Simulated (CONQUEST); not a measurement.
**Energy of I along an even scaling of the cell**

System: I (I4/mmm, 2 atoms in the cell).
Method: Kohn-Sham DFT of a periodic cell, PBE, PseudoDojo NC PBE, no spin polarisation (CONQUEST 1.3).

The 7 runs differ only in the geometry, by an even scaling of the cell at fixed fractional positions. The structure derives from a Materials Project entry.

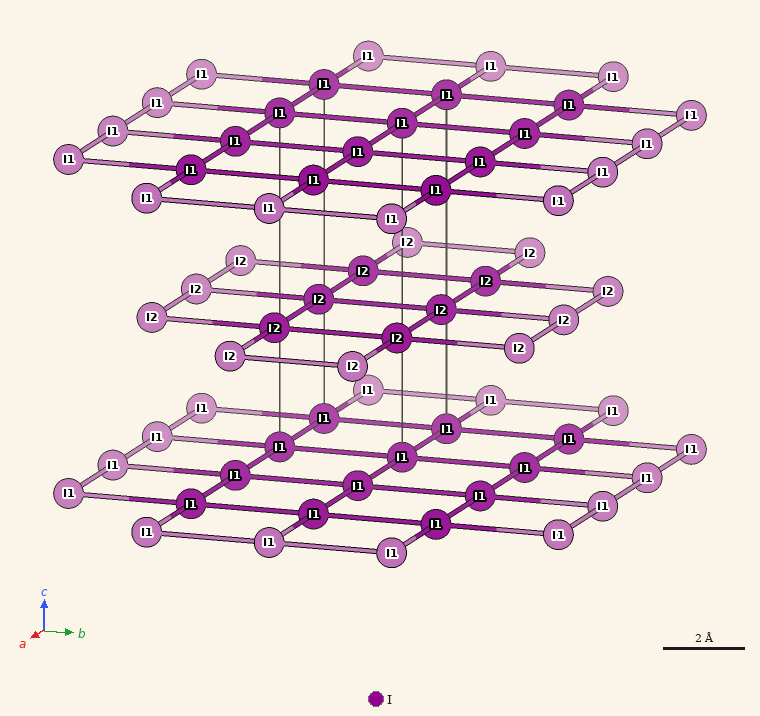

Figure 1. The structure of run 4 (ball-and-stick view of the cell of the calculation, repeated 3 × 2 × 1, seen slightly off an axis; neighbours outside the cell are drawn fainter; atoms are numbered from 1 in the order of the input).

## Input of run 4
```
IO.Title I
IO.Coordinates coords.dat
IO.FractionalAtomicCoords T
IO.Iprint 2
IO.Iprint_init 1
General.NumberOfSpecies 1
General.PseudopotentialType hamann
AtomMove.TypeOfRun static
AtomMove.FullStress T
Grid.PointsAlongX 32
Grid.PointsAlongY 32
Grid.PointsAlongZ 80
DM.SolutionMethod diagon
Diag.MPMesh T
Diag.GammaCentred T
Diag.MPMeshX 8
Diag.MPMeshY 8
Diag.MPMeshZ 3
Diag.kT 0.00183747
minE.SCTolerance 1e-6
SC.MaxIters 100
IO.AtomChargeOutput T
%block ChemicalSpeciesLabel
1 126.900 I
%endblock
```

Command:
```bash
Conquest
```

Lattice vectors (Å) and fractional positions of run 4:
```
   3.234912    0.000000    0.000000
   0.000000    3.234912    0.000000
   0.000000    0.000000    8.529616
I   0.000000  0.000000  0.000000
I   0.500000  0.500000  0.500000
```

Run 2 has the same physical settings and fractional positions; its lattice vectors (Å) are:
```
   3.191192    0.000000    0.000000
   0.000000    3.191192    0.000000
   0.000000    0.000000    8.414337
```

## Results, with one run withheld

| run | volume per atom (Å³) | free energy per atom, from the lowest run given (meV) | pressure (GPa) |
| --- | --- | --- | --- |
| 1 | 41.952 | 32.24 | 2.74 |
| 2 | 42.845 | ? | ? |
| 3 | 43.737 | 8.81 | 1.40 |
| 4 | 44.630 | 3.00 | 0.68 |
| 5 | 45.522 | 0.47 | 0.28 |
| 6 | 46.415 | 0.00 | −0.13 |
| 7 | 47.308 | 1.75 | −0.57 |

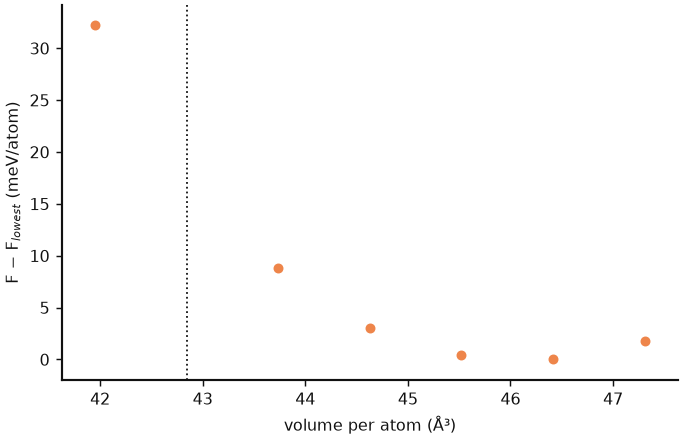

Figure 2. Free energy per atom of the runs given; the dotted line marks run 2.

What should run 2 give?

A cubic polynomial in V^(−2/3) (the Birch–Murnaghan form), fitted to the 6 runs given, misses them by at most 0.11 meV per atom. With x = V^(−2/3) − 0.07920 Å⁻², it reads F = 2.0821 + 3177 x + 1.2419e+06 x² + 4.8541e+07 x³ (meV per atom). At run 2 it gives 18.25 meV per atom, and the run itself gives 18.66. The slope of the fit gives a pressure −dF/dV of 2.08 GPa there, and the run prints 2.09 GPa. The fit has its minimum at 46.076 Å³ per atom, where V d²F/dV² gives 19.4 GPa. Cell shape and fractional positions are held, so this is the stiffness under even scaling; the relaxed bulk modulus wasn't computed and can be far lower in a crystal of layers, chains or molecules like this one.

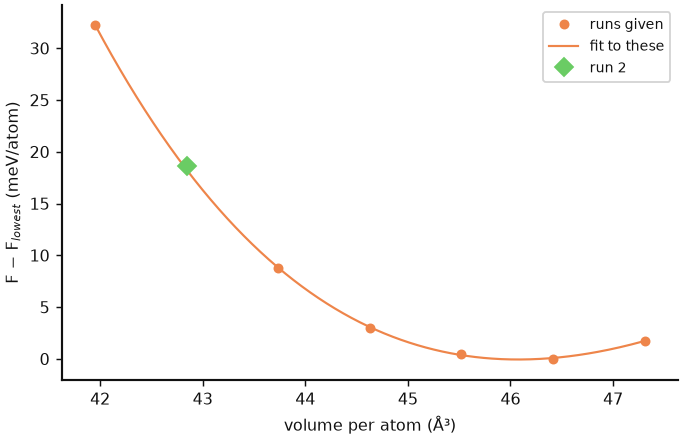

Figure 3. The fit and the withheld run.

## Some lines of the output (run 2)
```
[...]
          DFT Total Energy                 :       -25.843920280442603 Ha
          Free Energy (E-TS)               :       -25.846909052537342 Ha
          DFT Total Energy                 :       -25.844988457420719 Ha
          Free Energy (E-TS)               :       -25.845764807022054 Ha
          DFT Total Energy                 :       -25.845173020662337 Ha
          Free Energy (E-TS)               :       -25.845760513867930 Ha
          DFT Total Energy                 :       -25.845174522074561 Ha
          Free Energy (E-TS)               :       -25.845760278540343 Ha
          DFT Total Energy                 :       -25.845174282149735 Ha
          Free Energy (E-TS)               :       -25.845760549813367 Ha
          DFT Total Energy                 :       -25.845174546547128 Ha
      | Free Energy as E-TS      =       -25.845760549813367 Ha
      |* DFT total energy        =       -25.845174546547128 Ha
    force: Average pressure:      2.08977274 GPa
```

Notes: With a small basis of atomic orbitals these values can differ much from converged plane-wave results.
